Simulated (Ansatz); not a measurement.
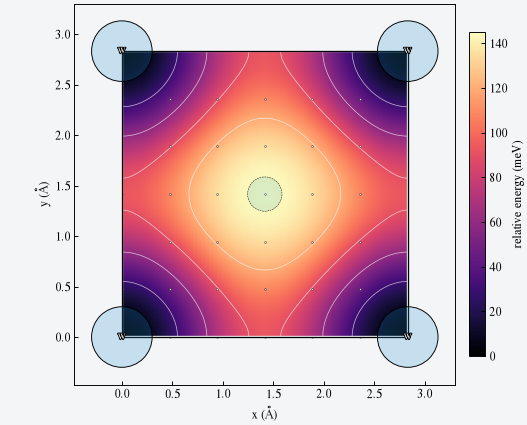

Si on a W(100) slab cut from the Fm-3m phase, its upper half relaxed before the scan (12 atoms of substrate and one adsorbate in a 2 × 2 cell). Si is moved over the surface cell at a fixed height above a rigid substrate; the origin of the map has the adsorbate above W9; the height is held at 2.80 Å. Places are given modulo a cell vector. The map is drawn in real space over the plane of the surface. Grid: 6 × 6 points; 10 points were computed and 26 follow by symmetry. Places are given in fractions of the 1 × 1 surface cell. All energies are given in meV relative to the lowest grid point. The runs have no spin polarisation, so an open-shell adsorbate far from the surface lies too high. At a fixed height the lowest place need not be the adsorption site. These are results of DFT PBE+D3(BJ), scalar-relativistic, plane waves, PAW in Ansatz 0.2.0, not measurements. Settings: cutoff 420 eV, k-mesh 5×5×1, gaussian smearing 0.1 eV, no spin polarisation.

Drawn: a smooth colour map with a few white contour lines, dots at the grid points, labelled circles for the atoms of the top layer and small ones for the second layer, the outline of one cell of the plane. Between grid points the surface is interpolated.

The lowest grid point is at the top site over a surface W atom, (0/6, 0/6) of the cell vectors. No other kind of well shows on this grid. The highest grid point, a fourfold hollow over a second-layer W atom, (3/6, 3/6) of the cell vectors, lies 145 meV above the lowest. On the interpolated surface the easiest way out of the lowest well to its copy in the next cell or period passes a barrier of about 93 meV. At the lowest point the adsorbate has 1 W at 2.80 Å as nearest neighbours, at the highest 4 W at 3.44 Å.

The scan is repeated with another setting: the height is held at 3.10 Å; all else is set up alike.

> How does the landscape change?

The lowest place stays at the top site over a surface W atom, (0/6, 0/6) of the cell vectors. The span from the lowest to the highest grid point grows from 145 to 154 meV. The easiest pass out of the lowest well goes from about 93 to about 98.2 meV on the interpolated surfaces. In the new map: at the lowest point the adsorbate has 1 W at 3.10 Å as nearest neighbours, at the highest 4 W at 3.69 Å.

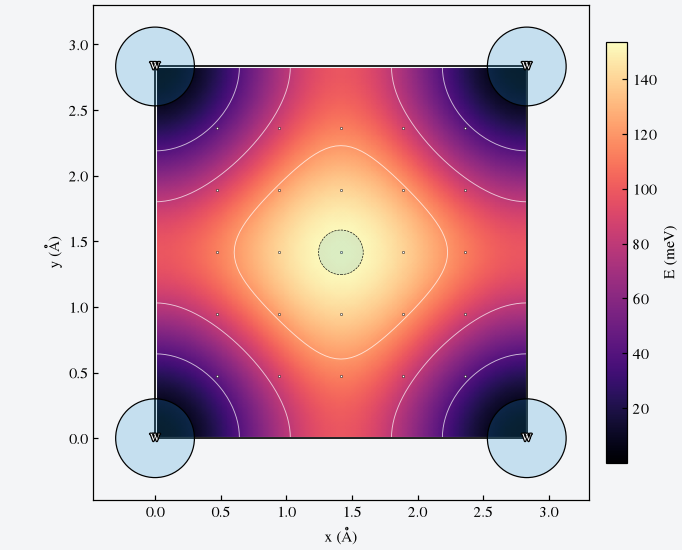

The map after the change, on a colour scale of its own. The picture shows a smooth colour map with a few white contour lines, dots at the grid points, labelled circles for the atoms of the top layer and small ones for the second layer, the outline of one cell of the plane. Between grid points the surface is interpolated.

PAW datasets: the set soft_1.
